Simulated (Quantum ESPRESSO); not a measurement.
Sr$_{2}$O: relaxation of cell and atoms (part 2 of 2)

Sr$_{2}$O (P6₃/mmc, 6 atoms in the cell); Kohn-Sham DFT of a periodic cell, LDA, SPMS 1.0 PBE, no spin polarisation (Quantum ESPRESSO 7.5); cutoff 952.4 eV, 4×4×3 k-mesh, fermi-dirac of 0.1 eV. The structure was built on a prototype by a generator; it need not be a known phase.

Geometry of the input (Å; fractional positions):
```
4.2757  0.0000  0.0000
-2.1379  3.7029  0.0000
0.0000  0.0000  5.8038
Sr 0.6667  0.3333  0.2500
Sr 0.3333  0.6667  0.7500
Sr 0.0000  0.0000  0.0000
Sr 0.0000  0.0000  0.5000
O  0.0000  0.0000  0.2500
O  0.0000  0.0000  0.7500
```

What the program printed, continued
```
          total   stress  (Ry/bohr**3)                   (kbar)     P=     1526.85
   0.00226257   0.00000000   0.00000000          332.84        0.00        0.00
   0.00000000   0.00226257   0.00000000            0.00      332.84        0.00
   0.00000000   0.00000000   0.02661283            0.00        0.00     3914.88

     BFGS Geometry Optimization
     Energy error            =      1.2E-01 Ry
     Gradient error          =      2.6E-23 Ry/Bohr
     Cell gradient error     =      3.9E+03 kbar

     number of scf cycles    =   1
     number of bfgs steps    =   0

     enthalpy           new  =    -339.8901298081 Ry

     new trust radius        =       0.5000000000 bohr
     new conv_thr            =       0.0000000012 Ry

     new unit-cell volume =    694.05605 a.u.^3 (   102.84850 Ang^3 )
     density =      6.17529 g/cm^3

CELL_PARAMETERS (angstrom)
   4.312236821   0.000000000   0.000000000
  -2.156118410   3.734506633   0.000000000
   0.000000000   0.000000000   6.386488078

ATOMIC_POSITIONS (angstrom)
Sr               2.1561184319        1.2448355318        1.5966220196
Sr              -0.0000000216        2.4896711008        4.7898660587
Sr               0.0000000000        0.0000000000        0.0000000000
Sr               0.0000000000        0.0000000000        3.1932440391
O                0.0000000000        0.0000000000        1.5966220196
O               -0.0000000000       -0.0000000000        4.7898660587

     NEW-OLD atomic charge density approx. for the potential
     New effective cutoffs (rho, wfc):  274.33   68.81

     Check: negative core charge=   -0.000008

     Self-consistent Calculation

     iteration #  1     ecut=    70.00 Ry     beta= 0.50
     Davidson diagonalization with overlap
     ethr =  1.00E-06,  avg # of iterations = 15.1

     total energy              =    -341.21562135 Ry
     estimated scf accuracy    <       0.02243887 Ry

[... 90 further cycles ...]
     iteration #  3     ecut=    70.00 Ry     beta= 0.50
     Davidson diagonalization with overlap
     ethr =  1.81E-03,  avg # of iterations =  2.2

     total energy              =    -343.16825444 Ry
     estimated scf accuracy    <       0.02227441 Ry

     iteration #  4     ecut=    70.00 Ry     beta= 0.50
     Davidson diagonalization with overlap
     ethr =  4.28E-05,  avg # of iterations =  5.9

     total energy              =    -343.17236835 Ry
     estimated scf accuracy    <       0.00217011 Ry

     iteration #  5     ecut=    70.00 Ry     beta= 0.50
     Davidson diagonalization with overlap
     ethr =  4.17E-06,  avg # of iterations =  5.4

     total energy              =    -343.17253880 Ry
     estimated scf accuracy    <       0.00032297 Ry

     iteration #  6     ecut=    70.00 Ry     beta= 0.50
     Davidson diagonalization with overlap
     ethr =  6.21E-07,  avg # of iterations =  4.2

     total energy              =    -343.17261838 Ry
     estimated scf accuracy    <       0.00015488 Ry

     iteration #  7     ecut=    70.00 Ry     beta= 0.50
     Davidson diagonalization with overlap
     ethr =  2.98E-07,  avg # of iterations =  2.4

     total energy              =    -343.17265188 Ry
     estimated scf accuracy    <       0.00000243 Ry

     iteration #  8     ecut=    70.00 Ry     beta= 0.50
     Davidson diagonalization with overlap
     ethr =  4.68E-09,  avg # of iterations =  3.6

     total energy              =    -343.17265234 Ry
     estimated scf accuracy    <       0.00000029 Ry

     iteration #  9     ecut=    70.00 Ry     beta= 0.50
     Davidson diagonalization with overlap
     ethr =  5.48E-10,  avg # of iterations =  2.9

     total energy              =    -343.17265239 Ry
     estimated scf accuracy    <          8.8E-09 Ry

     iteration # 10     ecut=    70.00 Ry     beta= 0.50
     Davidson diagonalization with overlap
     ethr =  1.69E-11,  avg # of iterations =  3.9

     total energy              =    -343.17265239 Ry
     estimated scf accuracy    <          1.2E-10 Ry

     iteration # 11     ecut=    70.00 Ry     beta= 0.50
     Davidson diagonalization with overlap
     ethr =  2.38E-13,  avg # of iterations =  3.9

     total energy              =    -343.17265239 Ry
     estimated scf accuracy    <          1.3E-11 Ry

     iteration # 12     ecut=    70.00 Ry     beta= 0.50
     Davidson diagonalization with overlap
     ethr =  1.00E-13,  avg # of iterations =  2.0

     End of self-consistent calculation

          k = 0.0000 0.0000 0.0000 (  9357 PWs)   bands (ev):

   -26.2310 -26.1889 -25.4482 -25.4167 -10.7297  -9.1567  -8.9078  -8.5255
    -8.4259  -8.4259  -8.2996  -8.2996  -7.6818  -7.6818  -7.5751  -7.5509
    -7.5509  -5.4125   4.4174   4.5098   4.5098   4.9347   4.9347   6.3008
     7.0510   7.9476  10.0918  10.2879  10.2879  11.8025  11.8025  11.8638
    12.6462  13.1571  13.1575  13.2802

          k =-0.0000-0.0000 0.1609 (  9428 PWs)   bands (ev):

   -26.2208 -26.1998 -25.4399 -25.4242 -10.5059  -9.8777  -8.5830  -8.5263
    -8.3981  -8.3981  -8.3357  -8.3357  -7.6446  -7.6446  -7.5799  -7.5799
    -6.9685  -5.9162   4.6082   4.6082   4.8200   4.8200   5.0440   6.2719
     6.6781   7.3658  10.5498  10.5498  10.6614  11.2336  11.2336  11.4513
    13.3377  13.3377  13.4964  13.4964

          k = 0.0000 0.2887 0.0000 (  9353 PWs)   bands (ev):

   -26.2034 -26.1787 -25.4415 -25.4317 -11.0217  -9.7757  -8.7905  -8.6625
    -8.5169  -8.3348  -8.1261  -7.8243  -7.7608  -7.7078  -7.5500  -7.5136
    -7.4862  -5.3483   4.3344   4.3814   4.8032   4.8335   5.2418   6.9820
     7.4078   8.5430  10.0337  10.1858  10.7412  11.1798  11.7321  11.9880
    12.5323  12.5521  13.6157  13.9616

          k = 0.0000 0.2887 0.1609 (  9341 PWs)   bands (ev):

   -26.1973 -26.1850 -25.4389 -25.4341 -10.8088 -10.2426  -8.6794  -8.6194
    -8.4787  -8.3894  -8.1435  -8.0212  -7.6501  -7.5908  -7.5632  -7.5548
    -6.8973  -5.8531   4.4783   4.6894   4.9267   4.9732   5.1302   6.2676
     7.6314   8.1471  10.1225  10.1713  10.9918  11.5585  11.6624  11.9819
    12.5939  12.9856  13.3225  13.7424

          k =-0.0000-0.5773-0.0000 (  9360 PWs)   bands (ev):

   -26.1734 -26.1696 -25.4481 -25.4347 -11.2625 -10.1255  -8.8590  -8.5972
    -8.4879  -8.3717  -8.0861  -8.0306  -7.7334  -7.5940  -7.4843  -7.4592
    -7.2471  -5.2799   4.2530   4.4167   4.8971   5.1837   5.5774   6.9296
     8.4651   8.8996   9.4260  10.4457  10.8933  11.1635  11.7135  12.0882
    12.1472  13.5918  13.7460  13.9027

          k =-0.0000-0.5773 0.1609 (  9348 PWs)   bands (ev):

   -26.1724 -26.1705 -25.4448 -25.4381 -11.0549 -10.5205  -8.7886  -8.6222
    -8.5513  -8.4417  -7.9402  -7.8589  -7.6574  -7.6087  -7.5830  -7.5361
    -6.7534  -5.7790   4.5272   4.7644   4.9046   5.2721   5.4678   6.2207
     8.5739   8.7689   9.7017  10.1275  11.1941  11.3532  11.3996  11.8118
    12.5304  12.9072  13.8460  14.0339

          k = 0.2500 0.4330 0.0000 (  9349 PWs)   bands (ev):

   -26.1743 -26.1687 -25.4480 -25.4347 -11.2546 -10.1102  -8.7571  -8.6454
    -8.6169  -8.5594  -7.9940  -7.7770  -7.7279  -7.6388  -7.5359  -7.5337
    -7.1840  -5.2761   4.2589   4.4980   4.7459   5.3145   5.5267   6.9350
     8.6670   9.1266   9.3986   9.7468  10.9001  11.2409  11.5050  11.5668
    12.2707  13.5249  13.6975  14.0643

          k = 0.2500 0.4330 0.1609 (  9366 PWs)   bands (ev):

   -26.1729 -26.1701 -25.4447 -25.4381 -11.0465 -10.5097  -8.7759  -8.7274
    -8.5216  -8.4633  -7.9022  -7.8407  -7.7567  -7.6366  -7.5171  -7.4744
    -6.7416  -5.7742   4.5772   4.7111   4.9089   5.3197   5.4358   6.2279
     8.8014   9.0345   9.4985   9.6634  10.7736  11.0096  11.6800  12.2885
    12.4492  12.4633  13.8108  14.0994

     the Fermi energy is     9.2526 ev

!    total energy              =    -343.17265239 Ry
     estimated scf accuracy    <          2.2E-12 Ry
     smearing contrib. (-TS)   =      -0.00547547 Ry
     internal energy E=F+TS    =    -343.16717692 Ry

     The total energy is F=E-TS. E is the sum of the following terms:
     one-electron contribution =    -103.10094423 Ry
     hartree contribution      =      73.96228381 Ry
     xc contribution           =     -85.12786833 Ry
     ewald contribution        =    -228.90064818 Ry

     convergence has been achieved in  12 iterations

     Forces acting on atoms (cartesian axes, Ry/au):

     atom    1 type  1   force =     0.00000000    0.00000000   -0.00000000
     atom    2 type  1   force =    -0.00000000   -0.00000000   -0.00000000
     atom    3 type  1   force =    -0.00000000   -0.00000000    0.00000000
     atom    4 type  1   force =    -0.00000000   -0.00000000   -0.00000000
     atom    5 type  2   force =    -0.00000000   -0.00000000    0.00000000
     atom    6 type  2   force =     0.00000000   -0.00000000   -0.00000000

     Total force =     0.000000     Total SCF correction =     0.000000

     Computing stress (Cartesian axis) and pressure

          total   stress  (Ry/bohr**3)                   (kbar)     P=      109.23
   0.00024122   0.00000000  -0.00000000           35.48        0.00       -0.00
   0.00000000   0.00024122  -0.00000000            0.00       35.48       -0.00
  -0.00000000  -0.00000000   0.00174510           -0.00       -0.00      256.71

=------------------------------------------------------------------------------=
   JOB DONE.
=------------------------------------------------------------------------------=
```

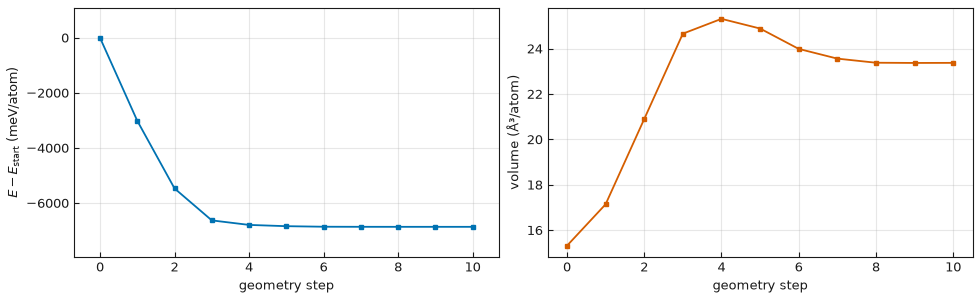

Fig. 1: Progress of the relaxation, step by step (steps are counted from 0).

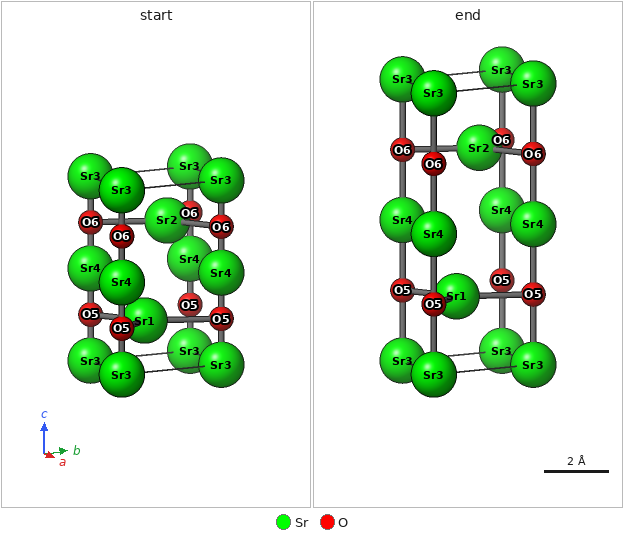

Fig. 2: Before (left) and after (right) the relaxation, at one scale (ball-and-stick view of the cell of the calculation, seen slightly off an axis). No atom moves by more than 0.005 Å relative to the cell. Cell: a = b stay at 4.276 Å, c 5.804 → 8.856 Å (+52.6 %). Volume +52.6 %. Among the contacts that change: Sr3–O5 1.451 → 2.214 Å. The space group stays P6_3/mmc (No. 194). After 10 geometry steps the energy has fallen by 6863 meV per atom. All forces vanish by symmetry, so only the cell relaxes. (Atoms are counted from 1 in the order of the input.)

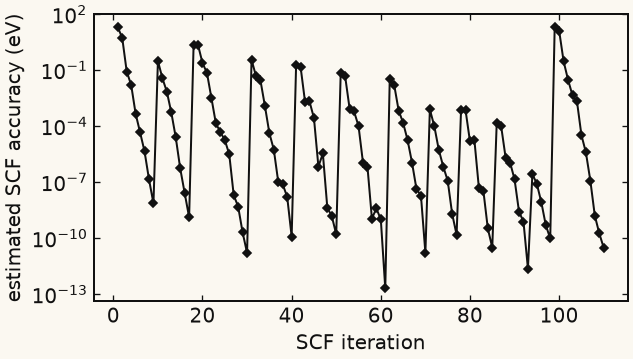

Fig. 3: Convergence of the self-consistent field: estimated SCF accuracy against the iteration. The field takes 110 iterations in all.

Results in brief

| quantity | value |
| --- | --- |
| outcome | converged |
| space group (tolerance 0.01 Å) | P6₃/mmc (194) |
| electrons treated | 52 |
| free energy | −4669.1018 eV |
| Fermi energy | 9.253 eV |
| gap on the k-point mesh | 0.27 eV |
| pressure | 10.92 GPa |
| final volume | 140.24 Å³ |
| largest force (length of the vector) at the end | under 0.001 eV/Å |
| final cell | a = 4.276 Å, b = 4.276 Å, c = 8.856 Å, α = 90.00°, β = 90.00°, γ = 120.00° |
| hardware | 1 thread of Intel Xeon @ 2.90GHz (Ice Lake), 16 GiB of memory available, shared host |
| wall time | 4.3 min |
| peak memory | 0.16 GiB |

Further notes kept with the run: potentials made for another functional. Points of doubt noted for this run: potentials made for another functional.
